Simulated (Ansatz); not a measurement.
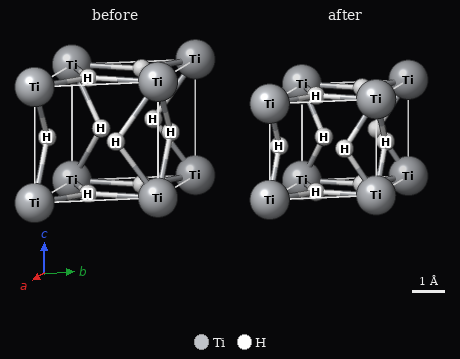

The structure of solid TiH5 (a generated structure, set up in P-62m) (coarse preliminary run) before (left) and after (right) a relaxation, at one scale.

The picture is a ball-and-stick view of the cell of the calculation, seen slightly off an axis.

Level of theory: DFT PBE, scalar-relativistic, plane waves, PAW in Ansatz.

Input file:
```yaml
crystal:
  lattice:
    - [3.99304725, 0.0, 0.0]
    - [-1.99652362, 3.45808035, 0.0]
    - [0.0, 0.0, 3.72415016]
  atoms:
    - { symbol: Ti, position: [0.0, 0.0, 0.0] }
    - { symbol: H, position: [0.65997303, 0.0, 0.5] }
    - { symbol: H, position: [0.66666667, 0.33333333, 0.0] }
    - { symbol: H, position: [0.34002697, 0.34002697, 0.5] }
    - { symbol: H, position: [0.0, 0.65997303, 0.5] }
    - { symbol: H, position: [0.33333333, 0.66666667, 0.0] }
basis:
  ecutwfc: 420
kpoints:
  mp_grid: { grid: [6, 6, 6] }
hamiltonian:
  xc: pbe
scf:
  occupations: { method: gaussian, width: 0.1 }
  lower_state_search: "off"
output:
  forces: true
  stress: true
  eigenvalues: true
relax:
  adjacent_minimum: "off"
  f_tol: 0.04
  max_steps: 70
  cell: { stress_tol: 0.4 }
```

Launched with:
```bash
ansatz run input.yaml --threads 1 --pin off --max-ram 2048MiB --backend cpu --events-out ev --progress --plain --runs-dir out
```

Question: Describe what moved and what it gained.

Answer: The largest moves relative to the cell, 0.15 Å, are those of H2, H4 and H5. H4 goes along [−1 −1 0]. Ti stays in place. The drawn cell changes as follows: a = b 3.993 → 3.443 Å (−13.8 %), c 3.724 → 3.090 Å (−17.0 %); the volume changes by −38.3 %. Among the contacts that change: Ti1–Ti1 3.724 → 3.090 Å, Ti1–H2 2.305 → 1.851 Å, Ti1–H3 2.305 → 1.988 Å. Bond angles that change, for instance: Ti1–H4–Ti1 107.8° → 113.1°. The space group stays P-62m (No. 189). The energy falls by 475 meV per atom in 8 accepted moves (10 points after the start). Largest force component: 1.1 eV/Å at the start, 0.0021 eV/Å at the end. Pressure: −26.89 GPa at the start and 0.06 GPa at the end. The SCF was repeated twice at an unchanged geometry on a basis and grid sized afresh for the cell, which shifted the energy by 1.8 meV per atom at most.
